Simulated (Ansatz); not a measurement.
**Al (interface cell): density, localisation and related maps**

Input

```
crystal:
  lattice:
    - [4.0414568371, 0.0, 0.0]
    - [-2.0207284185, 4.5184861079, 0.0]
    - [0.0, 0.0, 18.3739444317]
  atoms:
    - { symbol: Al, position: [0.4, 0.8, 0.0737754399] }
    - { symbol: Al, position: [0.2, 0.4, 0.2705099461] }
    - { symbol: Al, position: [0.7, 0.4, 0.0245918133] }
    - { symbol: Al, position: [0.5, 0.0, 0.2213263196] }
    - { symbol: Al, position: [0.9, 0.8, 0.3196935727] }
    - { symbol: Al, position: [0.8, 0.6, 0.172142693] }
    - { symbol: Al, position: [0.6, 0.2, 0.3688771993] }
    - { symbol: Al, position: [0.1, 0.2, 0.1229590664] }
    - { symbol: Al, position: [0.3, 0.6, 0.4180608259] }
    - { symbol: Al, position: [0.0, 0.0, 0.4672444524] }
    - { symbol: Al, position: [0.9, 0.8, 0.9180608259] }
    - { symbol: Al, position: [0.7, 0.4, 0.7213263196] }
    - { symbol: Al, position: [0.2, 0.4, 0.9672444524] }
    - { symbol: Al, position: [0.0, 0.0, 0.7705099461] }
    - { symbol: Al, position: [0.4, 0.8, 0.672142693] }
    - { symbol: Al, position: [0.3, 0.6, 0.8196935727] }
    - { symbol: Al, position: [0.1, 0.2, 0.6229590664] }
    - { symbol: Al, position: [0.6, 0.2, 0.8688771993] }
    - { symbol: Al, position: [0.8, 0.6, 0.5737754399] }
    - { symbol: Al, position: [0.5, 0.0, 0.5245918133] }
basis:
  ecutwfc: 420
kpoints:
  mp_grid: { grid: [10, 10, 2] }
hamiltonian:
  xc: pbe
scf:
  occupations: { method: gaussian, width: 0.1 }
output:
  forces: true
  stress: true
  eigenvalues: true
  populations: true
  write_density: true
  write_potential: true
  elf: true
  volumetric_format: npy
relax:
  adjacent_minimum: "off"
  f_tol: 0.02
  max_steps: 60
  cell: { fix: [a, b, alpha, beta, gamma], stress_tol: 0.1 }
```

Command:

```sh
ansatz run input.yaml --threads 4 --pin off --max-ram 12288MiB --backend cpu --events-out ev --progress --plain --runs-dir out
```

The fields are those of the relaxed geometry.

Level of theory: Ansatz 0.2.0, DFT PBE, scalar-relativistic, plane waves, PAW.

In a PAW calculation such maps are meaningful between the atoms, not at the nuclei.

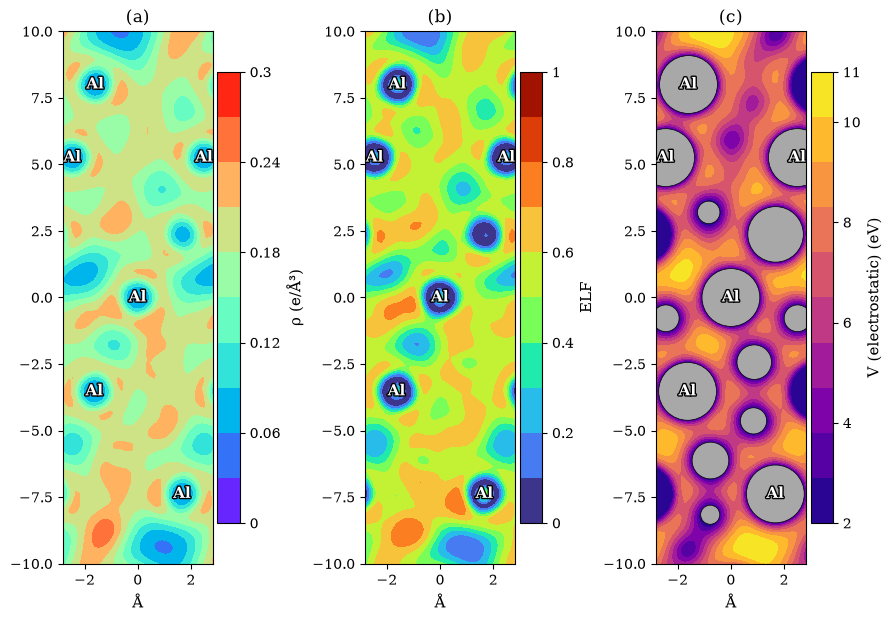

Figure 1. (a) valence electron density; (b) electron localisation function; (c) electrostatic potential energy of an electron on the (101) plane of the calculation cell. Grey discs cover the atomic cores in the potential map.

**Interpret the plot.**

- Atoms in the plane: Al.
- Atoms just off the plane (Al, 0.3 Å away) can leave unmarked features too.
- Al–Al (2.88 Å): ρ at the midpoint is about 0.2 e/Å³; the ELF peaks at about 0.65 between the atoms.
- Between the atoms the lowest density in this plane is 0.05 e/Å³.
- Outside the cores the potential energy rises away from the atoms and is highest about 2.1 Å from the nearest atoms; its zero is arbitrary.

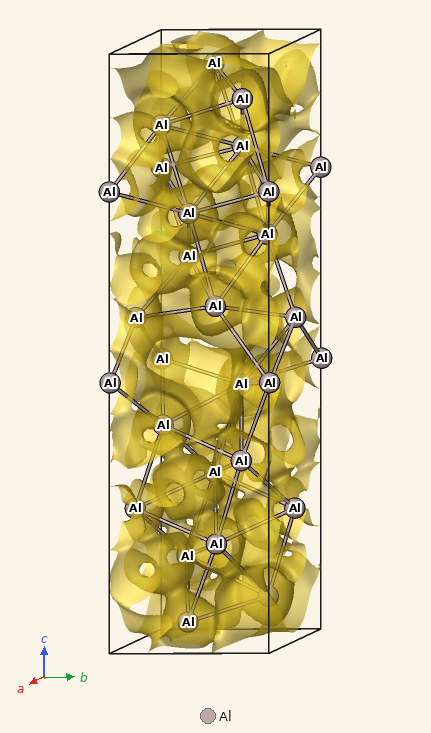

Figure 2. Isosurface of the electron localisation function at 0.55 (yellow), seen slightly off an axis. Only the valence region is drawn (cores and ρ < 0.01 e/Å³ removed). Sticks mark near contacts.

**What do the ELF domains correspond to?**

At this value the surface marks out one network that runs through the whole crystal, counted in one cell of 20 atoms. Regions shared between cells count once. There are no localised bonds or lone pairs at this value. Along the contacts the grid gives the following. Al–Al (2.63 Å): the ELF peaks at about 0.80 between the atoms. Al–Al (2.73 Å): the ELF peaks at about 0.70 between the atoms.

**Does the calculation make it a metal, or give it a gap?**

It is gapless in this calculation (a metal or semimetal).
